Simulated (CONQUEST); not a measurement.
# Ta: 7 runs along one coordinate

System: Ta (Im-3m, 2 atoms in the cell).
Method: Kohn-Sham DFT of a periodic cell, PBE, PseudoDojo NC PBE, no spin polarisation (CONQUEST 1.3).

The 7 runs differ only in the geometry, by an even scaling of the cell at fixed fractional positions. The structure derives from an entry of the Crystallography Open Database.

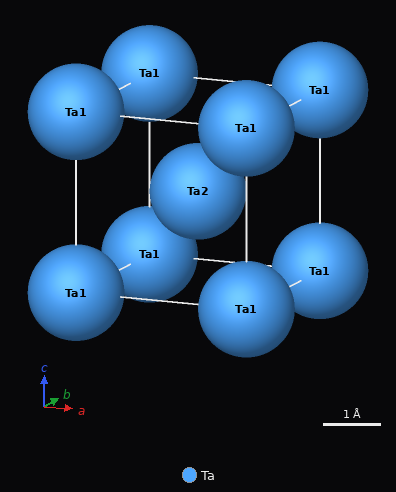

Figure 1. The structure of run 4 (spheres-only view of the cell of the calculation, seen slightly off an axis; atoms are numbered from 1 in the order of the input).

### Input of run 4
```
IO.Title Ta
IO.Coordinates coords.dat
IO.FractionalAtomicCoords T
IO.Iprint 2
IO.Iprint_init 1
General.NumberOfSpecies 1
General.PseudopotentialType hamann
AtomMove.TypeOfRun static
AtomMove.FullStress T
Grid.PointsAlongX 32
Grid.PointsAlongY 32
Grid.PointsAlongZ 32
DM.SolutionMethod diagon
Diag.MPMesh T
Diag.GammaCentred T
Diag.MPMeshX 8
Diag.MPMeshY 8
Diag.MPMeshZ 8
Diag.kT 0.00183747
minE.SCTolerance 1e-6
SC.MaxIters 100
IO.AtomChargeOutput T
%block ChemicalSpeciesLabel
1 180.950 Ta
%endblock
```

Command:
```bash
Conquest
```

Lattice vectors (Å) and fractional positions of run 4:
```
   3.302560    0.000000    0.000000
   0.000000    3.302560    0.000000
   0.000000    0.000000    3.302560
Ta  0.000000  0.000000  0.000000
Ta  0.500000  0.500000  0.500000
```

Run 3 has the same physical settings and fractional positions; its lattice vectors (Å) are:
```
   3.280394    0.000000    0.000000
   0.000000    3.280394    0.000000
   0.000000    0.000000    3.280394
```

### Results, with one run withheld

```csv
run,volume per atom (Å³),"free energy per atom, from the lowest run given (meV)",pressure (GPa)
1,16.930,77.20,18.61
2,17.290,41.60,13.15
3,17.650,?,?
4,18.010,4.70,4.33
5,18.371,0.00,−0.22
6,18.731,5.28,−4.26
7,19.091,18.83,−7.56
```

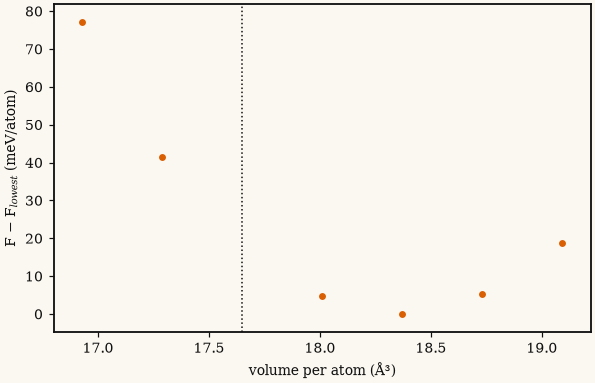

Figure 2. Free energy per atom of the runs given; the dotted line marks run 3.

What should run 3 give?

A cubic polynomial in V^(−2/3) (the Birch–Murnaghan form), fitted to the 6 runs given, misses them by at most 0.46 meV per atom. With x = V^(−2/3) − 0.14536 Å⁻², it reads F = 3.4669 + 4007.9 x + 1.249e+06 x² − 5.4404e+06 x³ (meV per atom). At run 3 it gives 17.85 meV per atom, and the run itself gives 18.20. The slope of the fit gives a pressure −dF/dV of 8.32 GPa there, and the run prints 7.77 GPa. The two needn't agree exactly: the fit is approximate, and the printed stress is taken on a finite basis. The fit has its minimum at 18.344 Å³ per atom, where V d²F/dV² gives 205 GPa: the bulk modulus at this level, since symmetry fixes the shape and the positions.

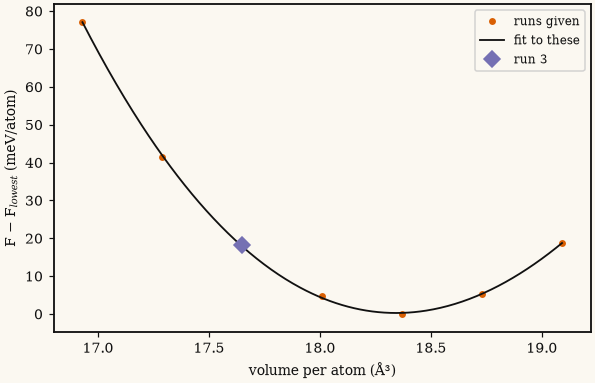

Figure 3. The fit and the withheld run.

### Some lines of the output (run 3)
```
[...]
          DFT Total Energy                 :      -130.177131381601072 Ha
          Free Energy (E-TS)               :      -130.185273361651184 Ha
          DFT Total Energy                 :      -130.183594081791682 Ha
          Free Energy (E-TS)               :      -130.184740070894179 Ha
          DFT Total Energy                 :      -130.183910109316116 Ha
          Free Energy (E-TS)               :      -130.184743940138901 Ha
          DFT Total Energy                 :      -130.183912373378291 Ha
          Free Energy (E-TS)               :      -130.184744142849411 Ha
          DFT Total Energy                 :      -130.183912526987513 Ha
          Free Energy (E-TS)               :      -130.184744294794456 Ha
          DFT Total Energy                 :      -130.183912755221712 Ha
      | Free Energy as E-TS      =      -130.184744294794456 Ha
      |* DFT total energy        =      -130.183912755221712 Ha
    force: Average pressure:      7.77341473 GPa
```

Notes: Spin–orbit coupling is left out, which matters for Ta. With a small basis of atomic orbitals these values can differ much from converged plane-wave results.
